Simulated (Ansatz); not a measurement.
**Geometry relaxation, with input and output: C$_{9}$H (part 2 of 3)**

Continued. System: C$_{9}$H (slab, 10 atoms in the cell). Method: DFT PBE+D3(BJ), scalar-relativistic, plane waves, PAW, no spin polarisation (Ansatz 0.2.0); cutoff 420 eV, 12×12×1 k-mesh, Gaussian smearing of 0.1 eV. The structure derives from a Materials Project entry. The input holds or restrains some coordinates. Forces given for the steps count only the free coordinates. It belongs to a series of runs on one base structure; here: CH put at a top C site.

Geometry of the input (Å; fractional positions):
```
2.4655  0.0000  0.0000
-1.2328  2.1341  0.0000
0.0000  0.0000  30.2985
C  0.0833  0.1666  0.2805
C  0.4167  0.8334  0.2805
C  0.5833  0.1666  0.3927
C  0.9167  0.8334  0.3927
C  0.0833  0.1666  0.5049
C  0.4167  0.8334  0.5049
C  0.5833  0.1666  0.6171
C  0.9167  0.8334  0.6171
C  0.5833  0.1666  0.6673
H  0.5833  0.1666  0.7036
```

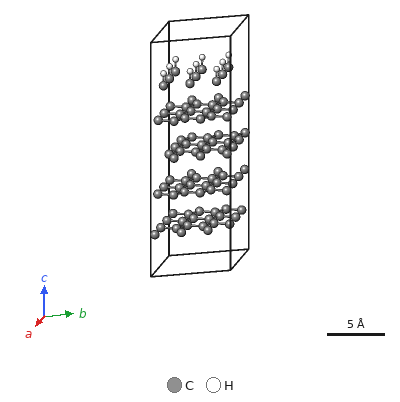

**Figure 1.** The geometry at step 17 of the log (ball-and-stick view of the 3 × 3 repeat of the cell, with the vacuum cut short, seen slightly off an axis).

## Log, continued
```
relax step   4: F+E_penalty+E_count = -2270.39078975 eV  Δ(F+E_penalty+E_count) = -1.472e-1 eV  max|allowed force component| = 3.071e-1 eV/Å  Δτ_max = 0.2000 Å  (10 SCF iters, dr2 threshold 1.00e-4 eV, accepted)
SCF 5 converged in 11 iterations: F = -2270.409939 eV  dr2 = 6.97e-8
relax step   5: F+E_penalty+E_count = -2270.40993944 eV  Δ(F+E_penalty+E_count) = -1.915e-2 eV  max|allowed force component| = 2.609e-1 eV/Å  Δτ_max = 0.0701 Å  (11 SCF iters, dr2 threshold 5.89e-6 eV, accepted)
SCF 6 converged in 11 iterations: F = -2270.417407 eV  dr2 = 4.16e-8
relax step   6: F+E_penalty+E_count = -2270.41740661 eV  Δ(F+E_penalty+E_count) = -7.467e-3 eV  max|allowed force component| = 3.825e-1 eV/Å  Δτ_max = 0.0627 Å  (11 SCF iters, dr2 threshold 4.25e-6 eV, accepted)
SCF 7 converged in 8 iterations: F = -2270.462965 eV  dr2 = 2.01e-5
relax step   7: F+E_penalty+E_count = -2270.46296506 eV  Δ(F+E_penalty+E_count) = -4.556e-2 eV  max|allowed force component| = 6.438e-1 eV/Å  Δτ_max = 0.1925 Å  (8 SCF iters, dr2 threshold 1.00e-4 eV, accepted)
SCF 8 converged in 8 iterations: F = -2270.516147 eV  dr2 = 7.07e-6
relax step   8: F+E_penalty+E_count = -2270.51614668 eV  Δ(F+E_penalty+E_count) = -5.318e-2 eV  max|allowed force component| = 1.268e0 eV/Å  Δτ_max = 0.1981 Å  (8 SCF iters, dr2 threshold 1.00e-4 eV, accepted)
SCF 9 converged in 10 iterations: F = -2270.645836 eV  dr2 = 2.58e-5
relax step   9: F+E_penalty+E_count = -2270.64583603 eV  Δ(F+E_penalty+E_count) = -1.297e-1 eV  max|allowed force component| = 1.568e0 eV/Å  Δτ_max = 0.1986 Å  (10 SCF iters, dr2 threshold 1.00e-4 eV, accepted)
SCF 10 converged in 8 iterations: F = -2270.852351 eV  dr2 = 1.73e-5
relax step  10: F+E_penalty+E_count = -2270.85235118 eV  Δ(F+E_penalty+E_count) = -2.065e-1 eV  max|allowed force component| = 1.131e0 eV/Å  Δτ_max = 0.1987 Å  (8 SCF iters, dr2 threshold 1.00e-4 eV, accepted)
SCF 11 converged in 8 iterations: F = -2271.087781 eV  dr2 = 5.08e-6
relax step  11: F+E_penalty+E_count = -2271.08778103 eV  Δ(F+E_penalty+E_count) = -2.354e-1 eV  max|allowed force component| = 6.156e-1 eV/Å  Δτ_max = 0.1946 Å  (8 SCF iters, dr2 threshold 1.00e-4 eV, accepted)
SCF 12 converged in 7 iterations: F = -2271.189377 eV  dr2 = 4.53e-5
relax step  12: F+E_penalty+E_count = -2271.18937694 eV  Δ(F+E_penalty+E_count) = -1.016e-1 eV  max|allowed force component| = 2.458e-1 eV/Å  Δτ_max = 0.2000 Å  (7 SCF iters, dr2 threshold 1.00e-4 eV, accepted)
SCF 13 converged in 12 iterations: F = -2271.217866 eV  dr2 = 7.61e-10
relax step  13: F+E_penalty+E_count = -2271.21786607 eV  Δ(F+E_penalty+E_count) = -2.849e-2 eV  max|allowed force component| = 4.261e-2 eV/Å  Δτ_max = 0.1849 Å  (12 SCF iters, dr2 threshold 9.63e-6 eV, accepted)
SCF 14 converged in 11 iterations: F = -2271.224564 eV  dr2 = 1.11e-9
relax step  14: F+E_penalty+E_count = -2271.22456405 eV  Δ(F+E_penalty+E_count) = -6.698e-3 eV  max|allowed force component| = 1.401e-2 eV/Å  Δτ_max = 0.1014 Å  (11 SCF iters, accepted)
SCF 15 converged in 13 iterations: F = -2271.229000 eV  dr2 = 1.31e-11
relax step  15: F+E_penalty+E_count = -2271.22900038 eV  Δ(F+E_penalty+E_count) = -4.436e-3 eV  max|allowed force component| = 3.787e-2 eV/Å  Δτ_max = 0.1872 Å  (13 SCF iters, accepted)
SCF 16 converged in 11 iterations: F = -2271.229919 eV  dr2 = 2.50e-10
relax step  16: F+E_penalty+E_count = -2271.22991864 eV  Δ(F+E_penalty+E_count) = -9.183e-4 eV  max|allowed force component| = 2.437e-2 eV/Å  Δτ_max = 0.0697 Å  (11 SCF iters, accepted)
SCF 17 converged in 11 iterations: F = -2271.230218 eV  dr2 = 1.80e-10
relax step  17: F+E_penalty+E_count = -2271.23021804 eV  Δ(F+E_penalty+E_count) = -2.994e-4 eV  max|allowed force component| = 2.287e-2 eV/Å  Δτ_max = 0.0699 Å  (11 SCF iters, accepted)
SCF 18 converged in 9 iterations: F = -2271.230381 eV  dr2 = 1.40e-8
relax step  18: F+E_penalty+E_count = -2271.23038145 eV  Δ(F+E_penalty+E_count) = -1.634e-4 eV  max|allowed force component| = 4.455e-2 eV/Å  Δτ_max = 0.0767 Å  (9 SCF iters, accepted)
SCF 19 converged in 9 iterations: F = -2271.230705 eV  dr2 = 6.83e-9
relax step  19: F+E_penalty+E_count = -2271.23070523 eV  Δ(F+E_penalty+E_count) = -3.238e-4 eV  max|allowed force component| = 1.724e-2 eV/Å  Δτ_max = 0.0361 Å  (9 SCF iters, dr2 threshold 1.75e-6 eV, accepted)
iter 1 solved again at ethr=1.97e-11 eV; its pass at ethr=3.10e-3 eV (dr2=7.30e-9 eV) is discarded
SCF iter   1: F=—  HF=-2271.230696 eV  |F-HF|=—  |Δ(HF+E_count)|=         —  Δρ=1.76e-6  dr2=7.13e-9  ethr=1.97e-11  p=0.005 e·Å  D=5.15e-3 V/Å  ΔV_dip=-0.16 eV  dr2_dipole=5.18e-10  V_vac-E_F(+/−)=4.13/4.29 eV  ⟨swp⟩=1.2  Hψ=3534  notcnv=0
efield: sawtooth ramp at fractional position 0.9721 (handed on by an earlier solve), width 0.0400; the density the first Hamiltonian is built on has a dipole p = 0.005 e·Å; the dipole correction subtracts the counter field D = 5.15e-3 V/Å, which shifts the + side's vacuum level by -0.16 eV against the − side's; the planar-averaged density in the ramp window peaks in size at 3.3e-6 e/Å³
preconditioner: auto → LDOS  [metal: Δε(μ)=0.043 eV  Ē_g=14.312 eV  σ=0.100 eV  W_gap=0.24  n_scr=20 (ndim 8)  ℏωp=17.9 eV  f_vac=0.431  D(μ)=1.14/eV (n_scr^D=10)  β→1.0]
SCF iter   2: F=-2271.230705 eV  HF=-2271.230705 eV  |F-HF|=2.99e-9  |Δ(HF+E_count)|=   9.65e-6  Δρ=1.51e-6  dr2=6.21e-9  ethr=1.93e-11  p=0.005 e·Å  D=5.15e-3 V/Å  ΔV_dip=-0.16 eV  dr2_dipole=8.41e-11  V_vac-E_F(+/−)=4.13/4.29 eV  ⟨swp⟩=11.5  Hψ=8352  notcnv=0
SCF 20 converged in 2 iterations: F = -2271.230705 eV  dr2 = 6.21e-9
relax step  20: F+E_penalty+E_count = -2271.23070524 eV  Δ(F+E_penalty+E_count) = -1.085e-9 eV  max|allowed force component| = 1.724e-2 eV/Å  Δτ_max = 0.0000 Å  (2 SCF iters, accepted)
WARN: The output density's exchange-correlation potential varies sharply where the density is thin. Do not read a vacuum level from v_tot or v_xc, or from such a field of the output density. On a cell that repeats whose density bears no net charge and no dipole along the vacuum's axis use v_es (v_loc + v_h of the components); under efield.dipole_correction with no amplitude use v_es + v_field, which holds any external_charges[].barrier, or the levels of the report's work_function block, which leave it out; under a non-zero efield.amplitude the vacuum is tilted and has no level; on a cell that repeats and bears such a dipole with no correction it is tilted too, and efield.dipole_correction with no amplitude gives each side of its ramp a level where efield: is served; in a cell that repeats whose density bears a net charge (total_charge, or a fill off its count) it is curved and has none; of a slab under crystal.periodic whose density bears no net charge use v_es, which has a level on each side, short of where the two are joined; of another it falls or rises all the way out and has none; of a slab beside external_charges read slab_vacuum_level instead, which it has where they leave it neutral. The grid or the basis barely resolves most such structure, and the values can differ between equally converged runs; as a rule a tighter scf.convergence.dr2_threshold does not remove it. Where the density itself ripples (under the LDA too) a higher basis.ecutwfc lessens it. The files hold the spikes' plane waves up to the density's cutoff. Files: v_tot_of_output_density and the like, and their columns of v_z.tsv (output.write_potential); v_xc_of_output_density and the like, and their columns of v_comp_z.tsv (output.write_potential_components). Measured: with its Gaussian average of σ = 0.25 Å subtracted twice, the exchange-correlation potential is over 0.1 eV at 6 of the grid points where the equally averaged density (valence and model cores) is under 1e-3 e/Å³, and 0.163 eV at the most among them, at an averaged density of 4.8e-8 e/Å³. The input density's (outcome.potential() and, of a run that writes arrays, v_tot and v_xc) is over 0.1 eV, so measured, at 9 points of its own thin density, 0.177 eV at the most. See output.write_potential in the manual, Limitations
SCF converged after 2 iterations
Free energy (F): -2271.230705 eV
Harris-Foulkes:  -2271.230705 eV  (|F-HF|=2.99e-9)
Internal energy: -2271.224993 eV  (E = F + TS)
E sigma→0 (E₀):  -2271.227849 eV
Entropy (-TS):   -0.005713 eV (-0.571 meV/atom)
Fermi energy:    1.241166 eV
Dipole field:    D = 0.005161 V/Å  (p = 0.004547 e·Å, saw-weighted, corrected)
Work function:   Φ+ = 4.1322 eV   Φ− = 4.2886 eV
Levels:          The Fermi level and band energies are counted from a zero that moves with the ramp; work functions are not
--- Per-component energies (eV) ---
  E_band       = -264.294290
  E_kinetic    = 816.740300
  E_local      = -28376.402508  (includes V_loc(G=0)·N_el)
  E_nonlocal   = 247.991778
  E_hartree    = 13824.173565
  E_xc         = -437.161228
  E_vxc        = -541.314810  (∫ρ·V_xc dr)
  E_paw        = -892.884453  (= ΣΔE_a)
  E_vpaw       = -59.690762  (= ΣTr[D̂ρ^β])
  E_aug_tail   = -0.001283  (compensation charges beyond the density's cutoff)
  E_efield     = 0.000012  (sawtooth field / dipole correction)
  E_vefield    = 0.033001  (∫n·V_field dr)
  E_ewald      = 12547.646635
  E_disp       = -1.327811  (pairwise vdW)
  E_smearing   = -0.005713  (= −TS)
  E_closure    = 0.000000  (closes the sum)
  Σ components = -2271.230705   (vs F -2271.230705, Δ=0.00e0)
--- Forces (eV/Å), atoms counted from 1 ---
  atom   1  C      0.00000000    -0.00571415    -0.00099875
  atom   2  C      0.00000000     0.00823308     0.00316490
  atom   3  C      0.00000000     0.00508265    -0.01321604
  atom   4  C      0.00000000    -0.00600751     0.01631388
  atom   5  C      0.00000000     0.00575762    -0.00585054
  atom   6  C      0.00000000    -0.00791815     0.00625580
  atom   7  C      0.00000000     0.00523573    -0.00670069
  atom   8  C      0.00000000    -0.00654180     0.00134174
  atom   9  C      0.00000000    -0.00458182     0.01694530
  atom  10  H      0.00000000     0.00645774    -0.01724130
  max |Σ_I F_I| component: 1.43e-5 eV/Å
--- Band table (eV; the first three rows and the last of 43) ---
  k-point 0: bands = ["-18.3202", "-18.2042", "-18.0812", "-17.3158", "-11.7693", "-6.9554", "-6.3940", "-5.7586", "-5.1883", "-3.1598", "-1.7783", "-1.7702", "-1.7243", "-1.7177", "-1.6419", "-1.6306", "-0.8616", "-0.8394", "4.2719", "4.8267", "5.6980", "6.2941", "6.5942", "6.9991", "7.0045", "7.7592", "8.0415", "9.5289", "9.5954"]
  k-point 1: bands = ["-18.1552", "-18.0401", "-17.9178", "-17.1519", "-11.6038", "-6.7554", "-6.1968", "-5.5653", "-4.9975", "-3.0131", "-2.4227", "-2.3699", "-2.2821", "-2.1184", "-2.0643", "-1.9811", "-1.4909", "-1.2002", "4.4775", "5.0481", "5.9221", "6.4166", "6.5088", "6.8133", "6.8451", "7.9672", "8.2444", "9.6484", "9.6973"]
  k-point 2: bands = ["-17.6622", "-17.5496", "-17.4293", "-16.6620", "-11.1164", "-6.1600", "-5.6105", "-4.9911", "-4.4324", "-4.0650", "-4.0096", "-3.9200", "-3.1296", "-2.9143", "-2.8601", "-2.7756", "-2.5915", "-1.9933", "4.8584", "5.1903", "5.7117", "6.4475", "6.5940", "7.1100", "7.4672", "8.5772", "8.8427", "9.5719", "9.6762"]
  k-point 42: bands = ["-14.0161", "-13.9243", "-13.8170", "-13.0406", "-9.2868", "-9.2058", "-9.1286", "-8.3407", "-8.1072", "-7.7105", "-7.6418", "-7.5572", "-6.7637", "-1.9049", "-1.4799", "-1.1304", "-0.9399", "-0.2705", "1.1019", "2.3742", "3.8059", "4.1676", "4.4260", "5.0727", "9.4503", "10.6568", "11.2977", "11.7826", "12.0419"]
--- Relaxed structure (20 steps of the walk, 20 accepted, 0 SCFs on fresh bases) ---
  F+E_penalty+E_count = -2271.23070524 eV   max|allowed force component| = 1.724e-2 eV/Å
  atoms:
    - { symbol: C, position: [0.08331017935000004, 0.16662035870000003, 0.2805417831] }
    - { symbol: C, position: [0.41668982065000004, 0.8333796413000001, 0.2805417831] }
    - { symbol: C, position: [0.58331017935, 0.16662035870000003, 0.3927430896] }
    - { symbol: C, position: [0.91668982065, 0.8333796413000001, 0.3927430896] }
    - { symbol: C, position: [-0.08614406420515877, -0.1722881284103176, 0.5042991790711316] }
    - { symbol: C, position: [0.24726138136344863, 0.49452276272689727, 0.5042823675300808] }
    - { symbol: C, position: [0.5798603768394548, 0.1597207536789096, 0.6163970460537525] }
    - { symbol: C, position: [0.913350622618571, 0.8267012452371422, 0.6163685341946326] }
    - { symbol: C, position: [0.7158222069094099, 0.43164441381881974, 0.7214601102558855] }
    - { symbol: H, position: [0.7151018155749026, 0.4302036311498052, 0.7585317974245298] }
```

## Trajectory as extended XYZ (Å, eV, eV/Å), 10 of the 20 frames kept, from step=1 to step=20
```
10
Lattice="2.4655 0.0000 0.0000 -1.2328 2.1341 0.0000 0.0000 0.0000 30.2985" Properties=species:S:1:pos:R:3:forces:R:3 step=1 energy=-2269.25010
C     0.0000    0.3556    8.5000    0.0000  -0.0210   0.0023
C     0.0000    1.7786    8.5000    0.0000   0.0210   0.0023
C     1.2328    0.3556   11.8995    0.0000   0.0375  -0.0016
C     1.2328    1.7786   11.8995    0.0000  -0.0375  -0.0021
C     0.0000    0.3556   15.2990    0.0000   0.0226   0.0244
C     0.0000    1.7786   15.2990    0.0000  -0.0204   0.0110
C     1.2328    0.3556   18.6985    0.0000  -0.0008   1.3805
C     1.2328    1.7786   18.6985    0.0000   0.0025  -4.0765
C     1.2328    0.3556   20.2185    0.0000  -0.0045   2.3547
H     1.2328    0.3556   21.3185    0.0000   0.0005   0.3050
10
Lattice="2.4655 0.0000 0.0000 -1.2328 2.1341 0.0000 0.0000 0.0000 30.2985" Properties=species:S:1:pos:R:3:forces:R:3 step=3 energy=-2270.24358
C     0.0000    0.3556    8.5000    0.0000  -0.0126   0.0020
C     0.0000    1.7786    8.5000    0.0000   0.0121   0.0013
C     1.2328    0.3556   11.8995    0.0000  -0.0002   0.0246
C     1.2328    1.7786   11.8995    0.0000  -0.0001   0.0201
C     0.0000    0.3724   15.5404    0.0000  -0.0385  -0.1257
C     0.0000    1.7949   15.5385    0.0000  -0.0120  -0.2440
C     1.2328    0.3481   18.5651    0.0000   0.0028   0.8605
C     1.2328    1.7714   18.3198    0.0000   0.0870  -1.4547
C     1.2328    0.3469   20.2164    0.0000  -0.0286   0.8968
H     1.2328    0.3467   21.3278    0.0000  -0.0100   0.0194
10
Lattice="2.4655 0.0000 0.0000 -1.2328 2.1341 0.0000 0.0000 0.0000 30.2985" Properties=species:S:1:pos:R:3:forces:R:3 step=5 energy=-2270.40994
C     0.0000    0.3556    8.5000    0.0000  -0.0147   0.0008
C     0.0000    1.7786    8.5000    0.0000   0.0148   0.0010
C     1.2328    0.3556   11.8995    0.0000   0.0046   0.0032
C     1.2328    1.7786   11.8995    0.0000  -0.0036   0.0058
C     0.0000    0.2541   15.3267    0.0000  -0.0058   0.0406
C     0.0000    1.6775   15.3281    0.0000  -0.0156  -0.0980
C     1.2328    0.4133   18.7315    0.0000   0.0159  -0.2609
C     1.2328    1.8374   18.4368    0.0000   0.0016   0.0377
C     1.2328    0.4020   20.4785    0.0000   0.0064   0.1001
H     1.2328    0.3974   21.5843    0.0000  -0.0037   0.1696
10
Lattice="2.4655 0.0000 0.0000 -1.2328 2.1341 0.0000 0.0000 0.0000 30.2985" Properties=species:S:1:pos:R:3:forces:R:3 step=7 energy=-2270.46297
C     0.0000    0.3556    8.5000    0.0000  -0.0003  -0.0019
C     0.0000    1.7786    8.5000    0.0000   0.0018   0.0005
C     1.2328    0.3556   11.8995    0.0000   0.0068  -0.0490
C     1.2328    1.7786   11.8995    0.0000  -0.0013  -0.0287
C     0.0000    0.1177   15.1198    0.0000  -0.0015  -0.0413
C     0.0000    1.5408   15.1132    0.0000  -0.0097   0.1432
C     1.2328    0.4758   18.7260    0.0000  -0.0015  -0.6438
C     1.2328    1.8989   18.4820    0.0000   0.0047   0.0958
C     1.2328    0.4657   20.5905    0.0000  -0.0027   0.2673
H     1.2328    0.4565   21.6972    0.0000   0.0039   0.2572
10
Lattice="2.4655 0.0000 0.0000 -1.2328 2.1341 0.0000 0.0000 0.0000 30.2985" Properties=species:S:1:pos:R:3:forces:R:3 step=9 energy=-2270.64584
C     0.0000    0.3556    8.5000    0.0000   0.0046  -0.0031
C     0.0000    1.7786    8.5000    0.0000  -0.0012   0.0030
C     1.2328    0.3556   11.8995    0.0000   0.0074  -0.1375
C     1.2328    1.7786   11.8995    0.0000   0.0005  -0.0768
C     0.0000   -0.2352   14.9498    0.0000  -0.0153  -0.1622
C     0.0000    1.1876   14.9330    0.0000   0.0063   0.4269
C     1.2328    0.6364   18.7154    0.0000  -0.0073  -1.5683
C     1.2328    2.0585   18.5497    0.0000   0.0229   0.4616
C     1.2328    0.6189   20.8239    0.0000  -0.0380   1.0915
H     1.2328    0.5976   21.9457    0.0000   0.0202  -0.0355
10
Lattice="2.4655 0.0000 0.0000 -1.2328 2.1341 0.0000 0.0000 0.0000 30.2985" Properties=species:S:1:pos:R:3:forces:R:3 step=12 energy=-2271.18938
C     0.0000    0.3556    8.5000    0.0000  -0.0032  -0.0016
C     0.0000    1.7786    8.5000    0.0000   0.0060   0.0032
C     1.2328    0.3556   11.8995    0.0000  -0.0021  -0.1071
C     1.2328    1.7786   11.8995    0.0000  -0.0115  -0.0530
C     0.0000   -0.5165   14.9951    0.0000   0.0193   0.0246
C     0.0000    0.9062   14.9929    0.0000   0.0111   0.1301
C     1.2328    0.8064   18.4226    0.0000  -0.0407   0.0231
C     1.2328    2.2285   18.4224    0.0000   0.0234  -0.1490
C     1.2328    0.7299   21.3649    0.0000  -0.0147   0.2458
H     1.2328    0.7232   22.4914    0.0000   0.0126  -0.1138
10
Lattice="2.4655 0.0000 0.0000 -1.2328 2.1341 0.0000 0.0000 0.0000 30.2985" Properties=species:S:1:pos:R:3:forces:R:3 step=14 energy=-2271.22456
C     0.0000    0.3556    8.5000    0.0000  -0.0080  -0.0015
C     0.0000    1.7786    8.5000    0.0000   0.0109   0.0034
C     1.2328    0.3556   11.8995    0.0000   0.0029  -0.0396
C     1.2328    1.7786   11.8995    0.0000  -0.0033  -0.0007
C     0.0000   -0.3595   15.1674    0.0000   0.0068   0.0057
C     0.0000    1.0633   15.1673    0.0000   0.0060   0.0060
C     1.2328    0.6534   18.4910    0.0000  -0.0140   0.0095
C     1.2328    2.0765   18.4887    0.0000  -0.0038  -0.0006
C     1.2328    0.7441   21.6341    0.0000  -0.0002   0.0069
H     1.2328    0.7431   22.7562    0.0000   0.0029   0.0109
10
Lattice="2.4655 0.0000 0.0000 -1.2328 2.1341 0.0000 0.0000 0.0000 30.2985" Properties=species:S:1:pos:R:3:forces:R:3 step=16 energy=-2271.22992
C     0.0000    0.3556    8.5000    0.0000  -0.0041  -0.0012
C     0.0000    1.7786    8.5000    0.0000   0.0067   0.0032
C     1.2328    0.3556   11.8995    0.0000   0.0041  -0.0171
C     1.2328    1.7786   11.8995    0.0000  -0.0025   0.0142
C     0.0000   -0.2810   15.2607    0.0000  -0.0003   0.0147
C     0.0000    1.1420   15.2615    0.0000  -0.0039  -0.0200
C     1.2328    0.4454   18.6216    0.0000   0.0210   0.0088
C     1.2328    1.8691   18.6205    0.0000  -0.0244   0.0005
C     1.2328    0.8263   21.8182    0.0000  -0.0019  -0.0155
H     1.2328    0.8241   22.9403    0.0000   0.0052   0.0125
10
Lattice="2.4655 0.0000 0.0000 -1.2328 2.1341 0.0000 0.0000 0.0000 30.2985" Properties=species:S:1:pos:R:3:forces:R:3 step=18 energy=-2271.23038
C     0.0000    0.3556    8.5000    0.0000  -0.0054  -0.0009
C     0.0000    1.7786    8.5000    0.0000   0.0078   0.0032
C     1.2328    0.3556   11.8995    0.0000   0.0052  -0.0091
C     1.2328    1.7786   11.8995    0.0000  -0.0061   0.0187
C     0.0000   -0.3698   15.3026    0.0000   0.0096  -0.0213
C     0.0000    1.0533   15.3013    0.0000  -0.0120   0.0164
C     1.2328    0.3271   18.7031    0.0000   0.0083   0.0069
C     1.2328    1.7506   18.7032    0.0000  -0.0091  -0.0116
C     1.2328    0.9333   21.8932    0.0000  -0.0177   0.0422
H     1.2328    0.9236   23.0173    0.0000   0.0193  -0.0445
10
Lattice="2.4655 0.0000 0.0000 -1.2328 2.1341 0.0000 0.0000 0.0000 30.2985" Properties=species:S:1:pos:R:3:forces:R:3 step=20 energy=-2271.23070
C     0.0000    0.3556    8.5000    0.0000  -0.0057  -0.0010
C     0.0000    1.7786    8.5000    0.0000   0.0082   0.0032
C     1.2328    0.3556   11.8995    0.0000   0.0051  -0.0132
C     1.2328    1.7786   11.8995    0.0000  -0.0060   0.0163
C     0.0000   -0.3677   15.2795    0.0000   0.0058  -0.0059
C     0.0000    1.0554   15.2790    0.0000  -0.0079   0.0063
C     1.2328    0.3409   18.6759    0.0000   0.0052  -0.0067
C     1.2328    1.7643   18.6751    0.0000  -0.0065   0.0013
C     1.2328    0.9212   21.8592    0.0000  -0.0046   0.0169
H     1.2328    0.9181   22.9824    0.0000   0.0065  -0.0172
```
